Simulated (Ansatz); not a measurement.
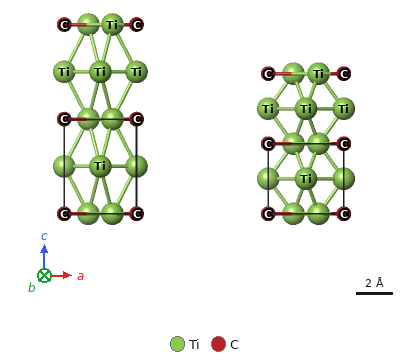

Two geometries of a crystal of Ti5C (a generated structure, set up in P6/mmm) (coarse preliminary run), drawn at one scale. One is the start of a relaxation, the other its converged end. A ball-and-stick model of the cell of the calculation, repeated 1 × 1 × 2 with one cell outlined, seen along the b axis.

Theory: DFT PBE, scalar-relativistic, plane waves, PAW (Ansatz 0.2.0). (plane-wave cutoff 420 eV; k-point mesh 6 × 6 × 4; occupations gaussian; smearing width 0.1 eV; no spin polarisation; cell and atoms relaxed; force threshold 0.04 eV/Å; at most 70 steps)

### Which one is relaxed?

The left one is the relaxed one. No atom moves by more than 0.005 Å relative to the cell. The volume changes by +23.7 %, with a = b 4.913 → 4.702 Å (−4.3 %), c 3.945 → 5.329 Å (+35.1 %). Some distances before and after: Ti–Ti 2.429 → 2.990 Å, C–Ti 2.837 → 2.715 Å, Ti–Ti 2.837 → 2.715 Å, Ti–Ti 2.456 → 2.351 Å. The space group stays P6/mmm (No. 191). The energy falls by 418 meV per atom in 11 accepted moves (14 points after the start). All forces vanish by symmetry, so only the cell relaxes. The pressure goes from 24.11 to −0.11 GPa. The line search rejected the trial step at point 7 of the run. The SCF was repeated twice at an unchanged geometry on a basis and grid sized afresh for the cell, which shifted the energy by 48.2 meV per atom at most. The run took 2.8 min on 1 thread of Intel(R) Xeon(R) Processor @ 2.50GHz (Skylake/Cascade Lake) (shared host), peak memory 0.42 GiB.

Limits of the set-up: the k-point mesh is coarse for a cell with partly filled bands.
